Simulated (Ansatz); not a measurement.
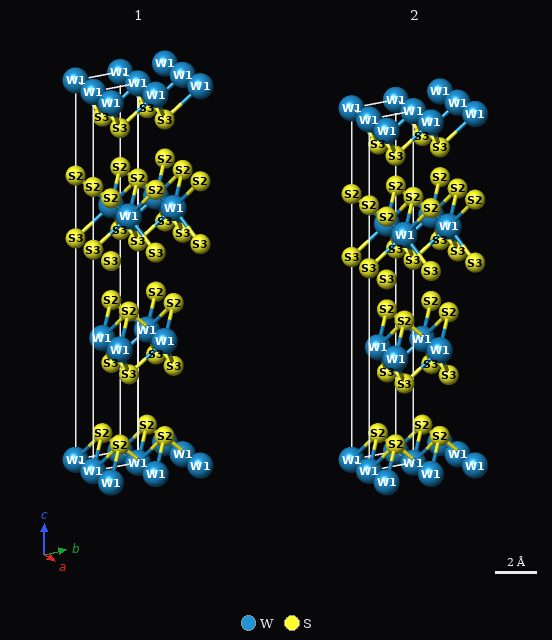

Two geometries of solid WS$_{2}$ (set up in R3m): one is the relaxed structure, the other was perturbed away from it. The picture is a ball-and-stick view of the conventional cell (3 times the calculation's cell), repeated 2 × 2 × 1 with one cell outlined, seen slightly off an axis. Lengths and directions refer to the drawn axes.

The calculation used DFT PBEsol+D3(BJ), scalar-relativistic, plane waves, PAW (Ansatz 0.2.0). Set-up: plane-wave cutoff 420 eV; k-point mesh 12 × 12 × 12; occupations gaussian; smearing width 0.02 eV; no spin polarisation.

Which one is perturbed?

Structure 1 is the perturbed one. The volume is changed by +10.0 %. The cell's shape and the atoms are relaxed at that volume. The energy rises by 23.2 meV per atom. The pressure goes from 0.0 to −3.6 GPa. Cell: a = b 3.120 → 3.151 Å (+1.0 %), c 17.524 → 18.910 Å (+7.9 %). Volume +10.0 %. The largest moves relative to the cell, 0.13 Å, are those of S2 and S3. S3 goes along +c. W stays in place. Near-neighbour distances before and after: S–W 2.389 → 2.400 Å. The space group stays R3m (No. 160).
